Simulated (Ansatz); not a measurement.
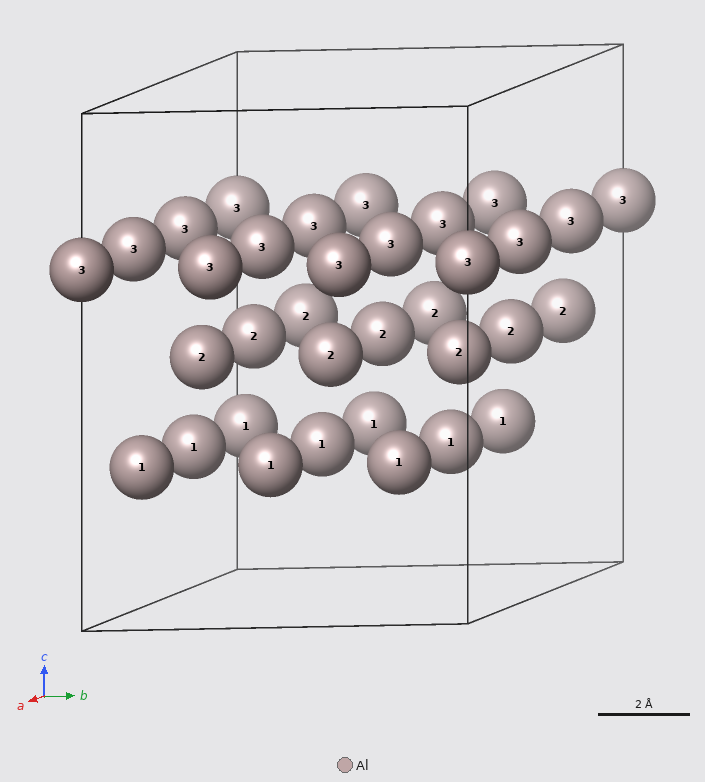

*The structure (spheres-only view of the 3 × 3 repeat of the cell, with the vacuum cut short, seen slightly off an axis; atoms are numbered from 1 in the order of the input). An atom can appear more than once, as a periodic image.*

## Run report: Al, single-point calculation

- system: Al (slab, 3 atoms in the cell)
- method: DFT PBE, scalar-relativistic, plane waves, PAW, PAW set soft_1, no spin polarisation (Ansatz 0.2.0)

The structure derives from an entry of the Crystallography Open Database. Figures and captions count atoms from 1; the log counts them from 0 in places.

## Output
```
Engine: ansatz 0.2.0, x86_64-unknown-linux-gnu
Pseudopotentials: kind: paw
Pseudopotential: Al, paw, valence charge 3, recommended cutoff 420 eV (normal), [file]
Functional definition: PBE
  parameter kappa = 0.804
  parameter beta = 0.06672455060314922
  exchange = pbe_x(kappa = kappa, mu = beta*pi^2/3)
  correlation = pbe_c(beta = beta)
Crystal: 3 atoms, lattice volume = 152.672 Å³
Basis set: ecut = 420 eV, 2989 PW (Γ), exchange–correlation on 40×40×300 points (8 copies of the dense FFT grid, shifted against one another)
Bands: 9, of which v1, the nominal top of the filled ones, is band 5 counted from 1 (4 counted from 0)
Symmetry: 6 space group operations
k-points: 12 of 81 (time reversal used)
Non-local potential: Al, projectors of the file, l = 0: 2, l = 1: 2, l = 2: 1
PAW form: soft (Blöchl's): semilocal exchange-correlation on the pseudo side does not see the compensation charge
PAW one-centre angular grid: Al, 110 points (default); XC on 64 Gauss nodes
Initial density: superposition of atomic densities (neutral atoms: chi_scale 0, normalization atom)
Initial wavefunctions: pseudopotential atomic-orbital guess
Functional: x = pbe(κ = 0.804, μ = 0.2195149727645171), c = pbe(β = 0.06672455060314922)
SCF iter   1: F=—  HF=-1612.284785 eV  |F-HF|=—  |Δ(HF+E_count)|=         —  Δρ=1.76e-2  dr2=3.34e0  ethr=3.10e-3  p=-0.000 e·Å  D=-9.68e-10 V/Å  ΔV_dip=0.00 eV  dr2_dipole=3.67e-8  V_vac-E_F(+/−)=6.54/6.54 eV  ⟨swp⟩=9.0  Hψ=1120  notcnv=0
efield: sawtooth ramp at fractional position 0.7717 (placed from the atoms, in the widest stretch of the axis that holds none; the zero of the levels goes with the place), width 0.0400; the density the first Hamiltonian is built on has a dipole p = -0.000 e·Å; the dipole correction subtracts the counter field D = -9.68e-10 V/Å, which shifts the + side's vacuum level by +0.00 eV against the − side's; the planar-averaged density in the ramp window peaks in size at 6.1e-9 e/Å³
preconditioner: auto → LDOS  [metal: Δε(μ)=0.084 eV  Ē_g=7.440 eV  σ=0.100 eV  W_gap=0.40  n_scr=10 (ndim 8)  ℏωp=9.0 eV  f_vac=0.524  D(μ)=4.76/eV (n_scr^D=16)  β→1.0]
SCF iter   2: F=—  HF=-1611.722628 eV  |F-HF|=—  |Δ(HF+E_count)|=   5.62e-1  Δρ=9.55e-3  dr2=2.30e-1  ethr=3.10e-3  p=0.000 e·Å  D=2.95e-4 V/Å  ΔV_dip=-0.01 eV  dr2_dipole=3.17e-6  V_vac-E_F(+/−)=4.64/4.64 eV  ⟨swp⟩=3.2  Hψ=309  notcnv=0  defer=5
SCF iter   3: F=—  HF=-1611.744580 eV  |F-HF|=—  |Δ(HF+E_count)|=   2.20e-2  Δρ=3.23e-3  dr2=1.62e-1  ethr=2.55e-3  p=-0.000 e·Å  D=-8.83e-6 V/Å  ΔV_dip=0.00 eV  dr2_dipole=7.90e-7  V_vac-E_F(+/−)=4.30/4.30 eV  ⟨swp⟩=2.9  Hψ=205  notcnv=0  defer=5
SCF iter   4: F=—  HF=-1611.732667 eV  |F-HF|=—  |Δ(HF+E_count)|=   1.19e-2  Δρ=1.32e-3  dr2=1.34e-2  ethr=1.80e-3  p=0.000 e·Å  D=8.67e-5 V/Å  ΔV_dip=-0.00 eV  dr2_dipole=4.11e-6  V_vac-E_F(+/−)=3.90/3.90 eV  ⟨swp⟩=2.0  Hψ=130  notcnv=0  defer=5
SCF iter   5: F=—  HF=-1611.731594 eV  |F-HF|=—  |Δ(HF+E_count)|=   1.07e-3  Δρ=5.38e-4  dr2=1.82e-3  ethr=1.49e-4  p=-0.000 e·Å  D=-6.67e-5 V/Å  ΔV_dip=0.00 eV  dr2_dipole=6.24e-9  V_vac-E_F(+/−)=3.88/3.87 eV  ⟨swp⟩=1.5  Hψ=187  notcnv=0  defer=3
SCF iter   6: F=—  HF=-1611.731475 eV  |F-HF|=—  |Δ(HF+E_count)|=   1.18e-4  Δρ=1.14e-4  dr2=5.99e-5  ethr=2.02e-5  p=0.000 e·Å  D=8.79e-5 V/Å  ΔV_dip=-0.00 eV  dr2_dipole=4.05e-6  V_vac-E_F(+/−)=3.89/3.89 eV  ⟨swp⟩=2.5  Hψ=164  notcnv=0  defer=3
SCF iter   7: F=—  HF=-1611.731485 eV  |F-HF|=—  |Δ(HF+E_count)|=   9.91e-6  Δρ=4.61e-5  dr2=7.09e-6  ethr=6.66e-7  p=-0.000 e·Å  D=-5.74e-5 V/Å  ΔV_dip=0.00 eV  dr2_dipole=9.32e-8  V_vac-E_F(+/−)=3.90/3.90 eV  ⟨swp⟩=2.4  Hψ=180  notcnv=0  defer=3
SCF iter   8: F=—  HF=-1611.731488 eV  |F-HF|=—  |Δ(HF+E_count)|=   2.33e-6  Δρ=1.21e-5  dr2=5.33e-7  ethr=7.87e-8  p=0.000 e·Å  D=1.08e-5 V/Å  ΔV_dip=-0.00 eV  dr2_dipole=1.66e-7  V_vac-E_F(+/−)=3.91/3.91 eV  ⟨swp⟩=2.6  Hψ=153  notcnv=0  defer=3
SCF iter   9: F=-1611.731488 eV  HF=-1611.731488 eV  |F-HF|=7.96e-8  |Δ(HF+E_count)|=   4.31e-7  Δρ=2.75e-6  dr2=9.69e-8  ethr=1.11e-9  p=-0.000 e·Å  D=-7.36e-8 V/Å  ΔV_dip=0.00 eV  dr2_dipole=3.40e-8  V_vac-E_F(+/−)=3.91/3.91 eV  ⟨swp⟩=15.2  Hψ=1006  notcnv=0
SCF 1 converged in 9 iterations: F = -1611.731488 eV  dr2 = 9.69e-8
  greatest PAW one-centre occupation: 0.466 electrons in one spin orbital (limit 2), on the Al atom at site 2 (counted from 0), in its partial waves of l = 0
WARN: The input density's exchange-correlation potential varies sharply where the density is thin. Do not read a vacuum level from v_tot or v_xc, or from such a field of the output density. On a cell that repeats whose density bears no net charge and no dipole along the vacuum's axis use v_es (v_loc + v_h of the components); under efield.dipole_correction with no amplitude use v_es + v_field, which holds any external_charges[].barrier, or the levels of the report's work_function block, which leave it out; under a non-zero efield.amplitude the vacuum is tilted and has no level; on a cell that repeats and bears such a dipole with no correction it is tilted too, and efield.dipole_correction with no amplitude gives each side of its ramp a level where efield: is served; in a cell that repeats whose density bears a net charge (total_charge, or a fill off its count) it is curved and has none; of a slab under crystal.periodic whose density bears no net charge use v_es, which has a level on each side, short of where the two are joined; of another it falls or rises all the way out and has none; of a slab beside external_charges read slab_vacuum_level instead, which it has where they leave it neutral. The grid or the basis barely resolves most such structure, and the values can differ between equally converged runs; as a rule a tighter scf.convergence.dr2_threshold does not remove it. Where the density itself ripples (under the LDA too) a higher basis.ecutwfc lessens it. The files hold the spikes' plane waves up to the density's cutoff. Files: v_tot and the like, and their columns of v_z.tsv (output.write_potential); v_xc and the like, and their columns of v_comp_z.tsv (output.write_potential_components); where files of the output density stand in their place, no point of their own thin density is over the threshold below, and this is of outcome.potential() and, of a run that writes arrays (npy), the arrays of these names. Measured: with its Gaussian average of σ = 0.25 Å subtracted twice, the exchange-correlation potential is over 0.1 eV at 148 of the grid points where the equally averaged density (valence and model cores) is under 1e-3 e/Å³, and 0.152 eV at the most among them, at an averaged density of 1.3e-7 e/Å³. See output.write_potential in the manual, Limitations
SCF converged after 9 iterations
Free energy (F): -1611.731488 eV
Harris-Foulkes:  -1611.731488 eV  (|F-HF|=7.96e-8)
Internal energy: -1611.708909 eV  (E = F + TS)
E sigma→0 (E₀):  -1611.720199 eV
Entropy (-TS):   -0.022579 eV (-7.526 meV/atom)
Fermi energy:    -0.016493 eV
Dipole field:    D = -0.000284 V/Å  (p = -0.000240 e·Å, saw-weighted, corrected)
Work function:   Φ+ = 3.9108 eV   Φ− = 3.9047 eV
Levels:          The Fermi level and band energies are counted from a zero that moves with the ramp; work functions are not
--- Per-component energies (eV) ---
  E_band       = -37.371502
  E_kinetic    = 64.554181
  E_local      = -1714.091106  (includes V_loc(G=0)·N_el)
  E_nonlocal   = 30.392066
  E_hartree    = 838.567727
  E_xc         = -111.136435
  E_vxc        = -84.888422  (∫ρ·V_xc dr)
  E_paw        = -1408.174636  (= ΣΔE_a)
  E_vpaw       = -10.473224  (= ΣTr[D̂ρ^β])
  E_aug_tail   = -0.000007  (compensation charges beyond the density's cutoff)
  E_efield     = 0.000000  (sawtooth field / dipole correction)
  E_vefield    = 0.000000  (∫n·V_field dr)
  E_ewald      = 688.179301
  E_smearing   = -0.022579  (= −TS)
  E_closure    = -0.000000  (closes the sum)
  Σ components = -1611.731488   (vs F -1611.731488, Δ=0.00e0)
--- Forces (eV/Å), atoms counted from 1 ---
  atom   1  Al     0.00000000     0.00000000    -0.17423991
  atom   2  Al    -0.00000000     0.00000000    -0.00012191
  atom   3  Al    -0.00000000    -0.00000000     0.17445628
  max |Σ_I F_I| component: 9.45e-5 eV/Å
--- Band table (eV; the first three rows and the last of 12) ---
  k-point 0: bands = ["-10.6688", "-8.9195", "-6.2051", "-3.1071", "0.4581", "2.9271", "3.7023", "4.7404", "4.7985"]
  k-point 1: bands = ["-10.3717", "-8.6248", "-5.9110", "-2.8272", "0.7360", "3.2131", "4.0007", "5.0338", "5.0796"]
  k-point 2: bands = ["-9.4845", "-7.7446", "-5.0351", "-1.9903", "1.5136", "3.3102", "4.1902", "4.9129", "4.9718"]
  k-point 11: bands = ["-2.9088", "-2.9088", "-2.8263", "-1.7215", "-0.9261", "-0.9261", "1.6027", "1.6028", "1.9715"]
```

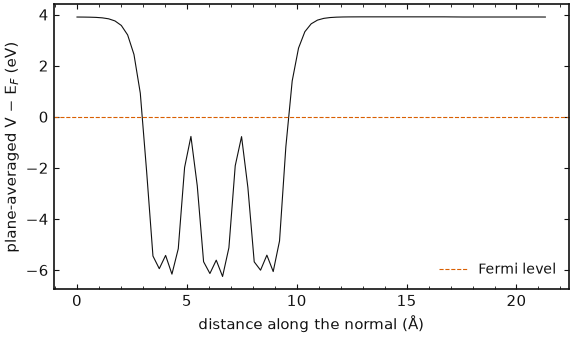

*Plane average of the electrostatic potential energy of an electron across the cell, from the Fermi level.*

The vacuum level lies 3.91 eV above the Fermi level.

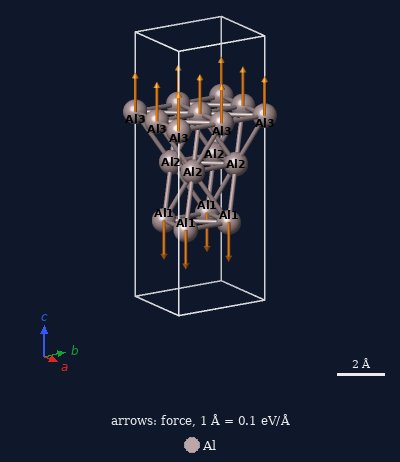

*Forces on the atoms as orange arrows (ball-and-stick view of the 2 × 2 repeat of the cell, with the vacuum cut short, seen slightly off an axis; atoms are numbered from 1 in the order of the input).*

The largest act on Al1, Al3 (0.17 eV/Å). The geometry is not a stationary point of this energy.

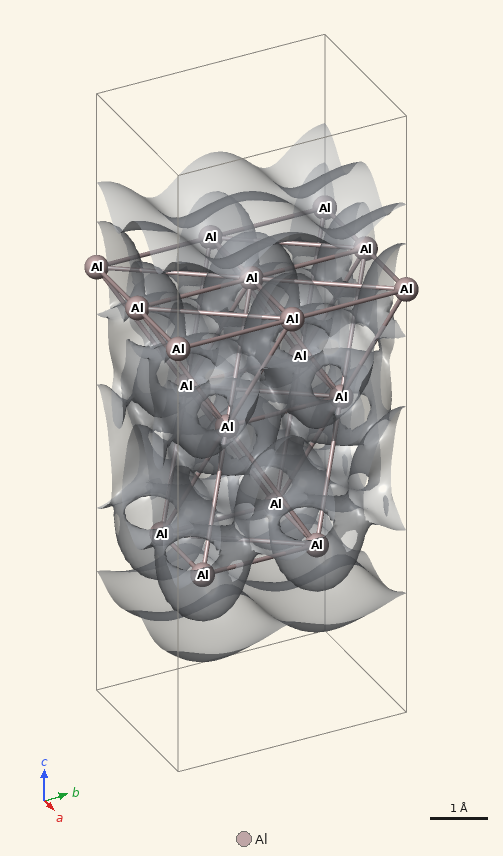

*Isosurface of the ELF at 0.55 (grey), seen slightly off an axis. Only the valence region is drawn (cores and ρ < 0.01 e/Å³ removed). Sticks mark near contacts.*

Along the contacts the grid gives the following. Al–Al (2.83 Å): the ELF peaks at about 0.65 between the atoms. Core electrons are frozen (PAW), so the fields are smoothed inside the atomic spheres.

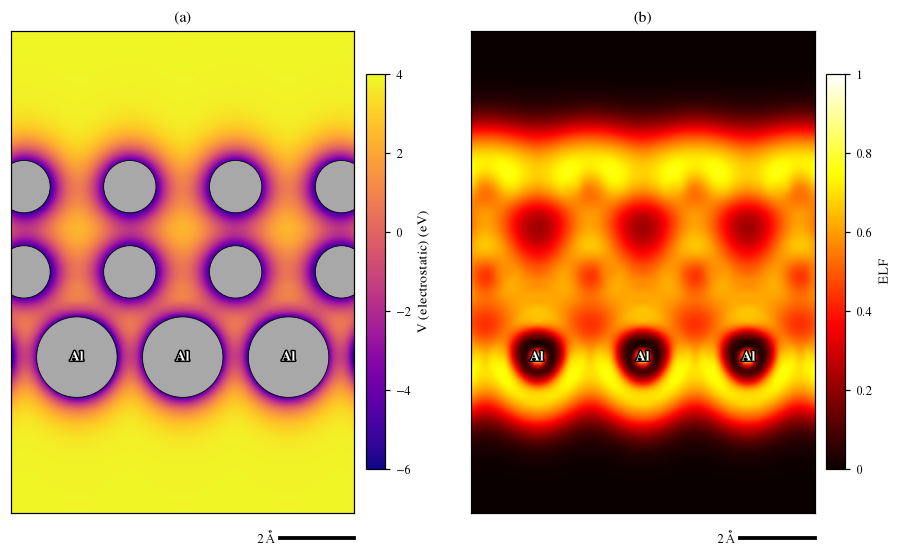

*(a) electrostatic potential (local pseudopotential plus Hartree) felt by an electron; (b) ELF on the (010) plane of the calculation cell, a cut from vacuum to vacuum. Grey discs, where drawn, cover atomic cores.*

The section cuts through Al sites. Al–Al (2.86 Å): the ELF peaks at about 0.70 between the atoms.

This output came from the following input.

## Input
```yaml
crystal:
  lattice:
    - [2.8567582919, 0.0, 0.0]
    - [-1.428379146, 2.4740252533, 0.0]
    - [0.0, 0.0, 21.6013781961]
  atoms:
    - { symbol: Al, position: [0.6666666667, 0.3333333333, 0.1851733701] }
    - { symbol: Al, position: [0.3333333333, 0.6666666667, 0.2916813827] }
    - { symbol: Al, position: [0.0, 0.0, 0.3981865471] }
basis:
  ecutwfc: 420
kpoints:
  mp_grid: { grid: [9, 9, 1] }
hamiltonian:
  xc: pbe
  pseudopotentials: { kind: paw, azcp: { folder: soft_1 } }
scf:
  occupations: { method: gaussian, width: 0.1 }
output:
  forces: true
  eigenvalues: true
  write_density: true
  write_potential: true
  elf: true
  volumetric_format: npy
efield:
  axis: 3
  dipole_correction: true
  ramp_width: 0.04
```

Run as:
```bash
ansatz run input.yaml --threads 1 --pin off --max-ram 3072MiB --backend cpu --events-out ev --progress --plain --runs-dir out
```

## Results in brief

- outcome: converged
- electrons treated: 9
- free energy: −1611.7315 eV
- work function, top face: 3.91 eV
- work function, bottom face: 3.90 eV
- Fermi energy: −0.016 eV
- gap on the k-point mesh: none (metallic)
- work function (upper face): 3.91 eV
- largest force (length of the vector): 0.174 eV/Å
- hardware: 1 thread of Intel Xeon @ 2.50GHz (Skylake/Cascade Lake), 32 GiB of memory available, shared host
- wall time: 3 s
- peak memory: 0.36 GiB

## Remarks

The program warns: the exchange-correlation potential is rough where the density is thin.
